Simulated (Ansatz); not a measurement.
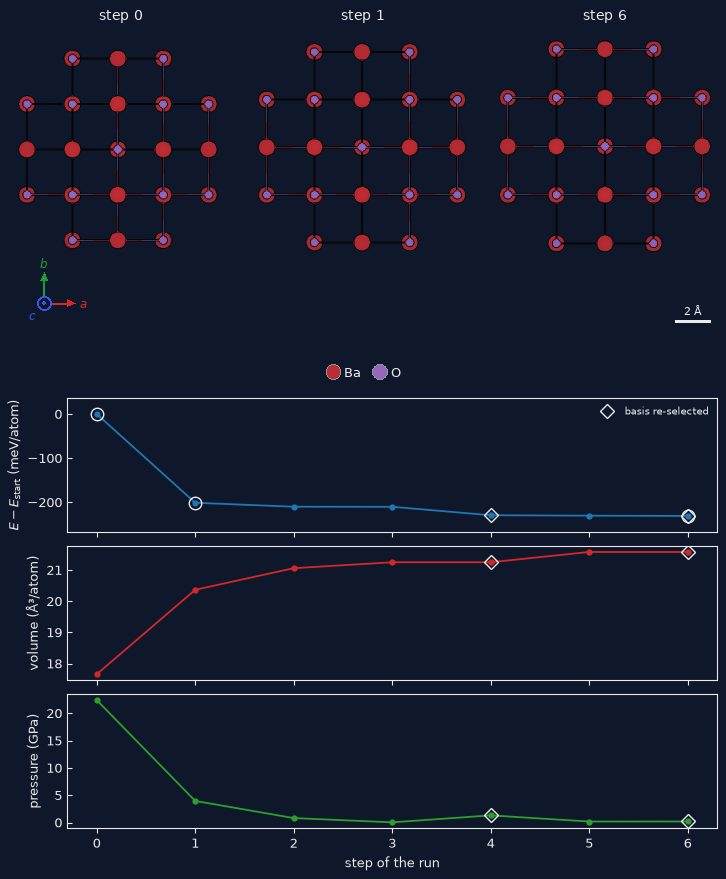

Frames of a relaxation of crystalline BaO (a generated structure, set up in Fm-3m) (coarse preliminary run), marked on the history of the run. Style: ball-and-stick. Shown: the conventional cell (4 times the calculation's cell), along the c axis. Lengths and directions refer to the drawn axes.

Case: Mg → Ba on all its sites, cell and atoms relaxed.

Theory: Ansatz 0.2.0, DFT PBE, scalar-relativistic, plane waves, PAW.

Input file:
```yaml
crystal:
  lattice:
    - [0.0, 2.6040030695, 2.6040030695]
    - [2.6040030695, 0.0, 2.6040030695]
    - [2.6040030695, 2.6040030695, 0.0]
  atoms:
    - { symbol: Ba, position: [0.0, 0.0, 0.0] }
    - { symbol: O, position: [0.5, 0.5, 0.5] }
basis:
  ecutwfc: 420
kpoints:
  mp_grid: { grid: [6, 6, 6] }
hamiltonian:
  xc: pbe
scf:
  occupations: { method: gaussian, width: 0.1 }
output:
  forces: true
  stress: true
  eigenvalues: true
relax:
  adjacent_minimum: "off"
  f_tol: 0.05
  max_steps: 60
  cell: { stress_tol: 0.5 }
```

Launched with:
```bash
ansatz run input.yaml --threads 1 --pin off --max-ram 2560MiB --backend cpu --events-out ev --progress --plain --runs-dir out
```

**What happens along the run?**

No atom moves by more than 0.005 Å relative to the cell. The drawn cell changes as follows: a = b = c 5.208 → 5.568 Å (+6.9 %); the volume changes by +22.2 %. Among the contacts that change: Ba1–O2 2.604 → 2.784 Å. The space group stays Fm-3m (No. 225). After 4 accepted moves (6 points after the start) the energy has fallen by 231 meV per atom. All forces vanish by symmetry, so only the cell relaxes. Pressure: 22.41 GPa at the start and 0.20 GPa at the end. The SCF was repeated twice at an unchanged geometry on a basis and grid sized afresh for the cell, which shifted the energy by 19.1 meV per atom at most. From step 0 to 1: volume +15.3 %, energy −201 meV per atom. From step 1 to 6: volume +6.0 %, energy −29.9 meV per atom.

| step | E − E(0), meV/atom | pressure, GPa | volume, Å³/atom | note |
| --- | --- | --- | --- | --- |
| 0 | 0.00 | 22.41 | 17.657 |  |
| 1 | -201.06 | 3.96 | 20.368 |  |
| 2 | -210.03 | 0.83 | 21.060 |  |
| 3 | -210.22 | 0.04 | 21.251 |  |
| 4 | -229.36 | 1.32 | 21.251 | same geometry, new basis |
| 5 | -230.28 | 0.19 | 21.581 |  |
| 6 | -230.95 | 0.20 | 21.581 | same geometry, new basis |
